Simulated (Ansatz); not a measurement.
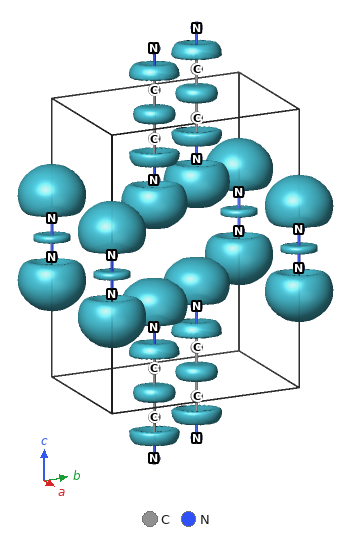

*C₂N₃. Isosurface of the ELF at 0.8 (cyan), seen slightly off an axis. Only the valence region is drawn (cores and ρ < 0.01 e/Å³ removed). Sticks mark near contacts.*

Space group P6/mmm; a generated structure, not necessarily the stable one.

These are results of DFT PBE, scalar-relativistic, plane waves, PAW in Ansatz, not measurements.

What do the ELF domains correspond to?

The ELF exceeds this value in two regions between bonded C–C atoms (shared pairs), four regions between bonded C–N atoms (shared pairs), one region between bonded N–N atoms (shared pairs) and six lobes on N, pointing away from the bonds (lone pairs), counted in one cell of 10 atoms. Regions shared between cells count once. Profiles from the grid: N–N (1.10 Å): the ELF peaks at about 0.85 between the atoms (inside overlapping PAW spheres, so only a guide) (a multiple bond). C–N (1.17 Å): the ELF peaks at about 0.85 between the atoms (inside overlapping PAW spheres, so only a guide); a short, multiple covalent bond.
